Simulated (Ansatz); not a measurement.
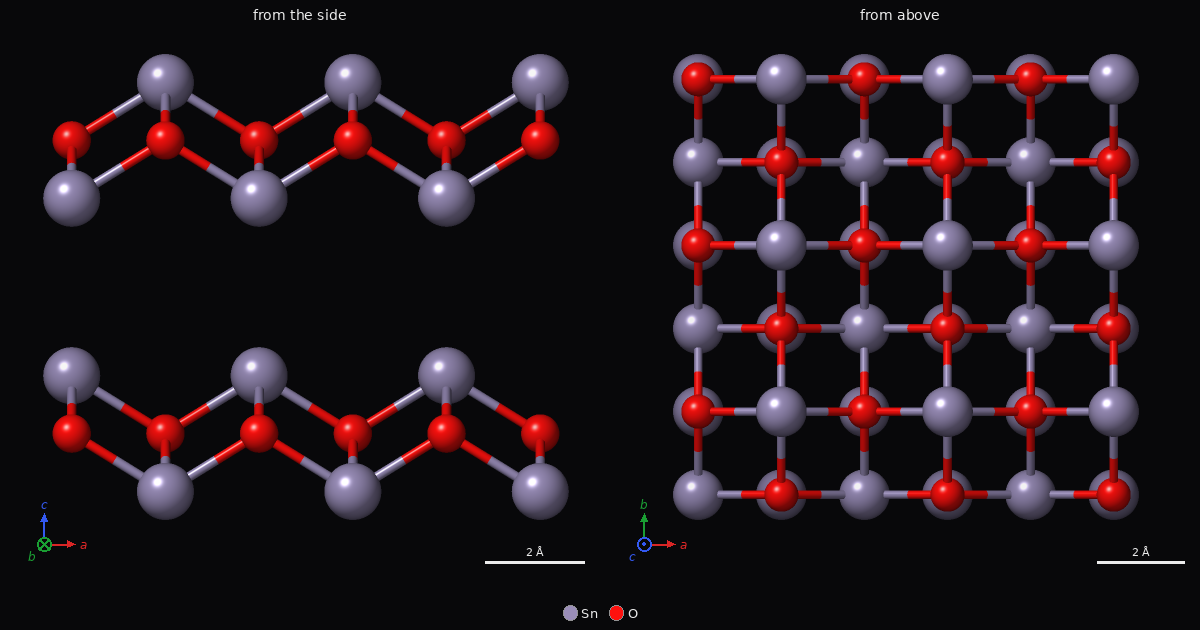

A ball-and-stick picture of a periodic slab, seen from the side and from above. The surface normal points up in side views; the vacuum is left out. 3×3 cells are drawn in the plane, with atoms at the edges repeated.

The cell holds 4 Sn, 4 O.

What is exposed at the top and at the bottom?

Answer. The top face ends in Sn, the bottom face in Sn. The two faces are alike.

What is the thickness of the slab?

Answer. About 8 Å from the lowest to the highest atom.

Give the sequence of planes from the top.

Answer. Six planes: Sn / O / Sn / Sn / O / Sn.

The model was built from a structure listed in the Materials Project, from which a slab was cut. The atoms were relaxed in a fixed cell with Ansatz, DFT PBE+D3(BJ), scalar-relativistic, plane waves, PAW.
